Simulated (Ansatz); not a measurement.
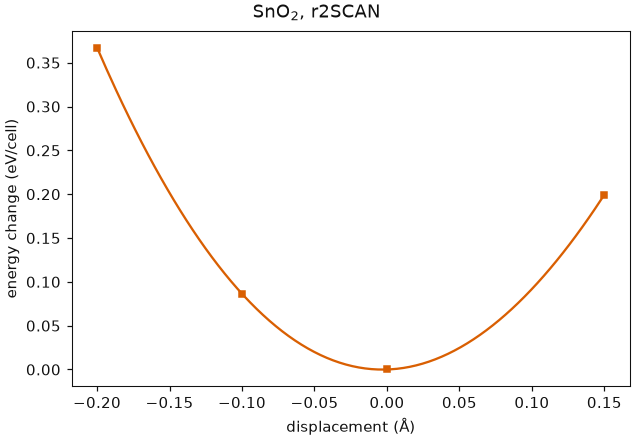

Plotted: energy change against displacement for SnO₂, space group R-3m (No. 166).

The given structure:
```yaml
crystal:
  lattice:
    - [1.60482, 0.92654, 4.35495]
    - [-1.60482, 0.92654, 4.35495]
    - [0.00000, -1.85309, 4.35495]
  atoms:
    - { symbol: Sn, position: [0.50000, 0.50000, 0.50000] }
    - { symbol: O, position: [0.24125, 0.24125, 0.24125] }
    - { symbol: O, position: [0.75875, 0.75875, 0.75875] }
```

How it was computed, with Ansatz 0.2.0: all atoms of one element of a crystal moved along a line, all else fixed, by plane-wave density functional theory with PAW datasets, free energies less that of the undisturbed cell, pressure positive in compression; scalar-relativistic. Level: r2SCAN, no spin polarisation.

- wave cutoff: 500 eV
- k mesh: 12×12×12
- occupations: Gaussian
- smearing width: 0.05 eV
- k shift: (0, 0, 0) (mesh steps)
- start: relaxed
- moved element: Sn
- direction: (0.5774, 0.5774, 0.5774) (Cartesian unit vector)

From this curve and the settings, what does the calculation give for the force along the direction (sum over moved atoms), pressure and gap on the k mesh at the same points?

The force along the direction (sum over moved atoms) falls from 3.97 eV/Å at displacement −0.20 Å to −2.78 eV/Å at 0.15 Å, and changes sign near 0.00 Å. The pressure goes from 4.325 GPa at displacement −0.20 Å to 2.383 GPa at 0.15 Å, not monotonically, with a low of 0.017 GPa at 0.00 Å. The gap on the k mesh stays open and runs from 2.324 eV at displacement −0.20 Å to 2.375 eV at 0.15 Å, with its largest value, 2.443 eV, at 0.00 Å.

```
displacement (Å)  force along the direction (sum over moved atoms) (eV/Å)  pressure (GPa)  gap on the k mesh (eV)
           -0.20                                                     3.97           4.325                   2.324
           -0.10                                                     1.76           1.050                   2.413
            0.00                                                     0.00           0.017                   2.443
            0.15                                                    -2.78           2.383                   2.375
```
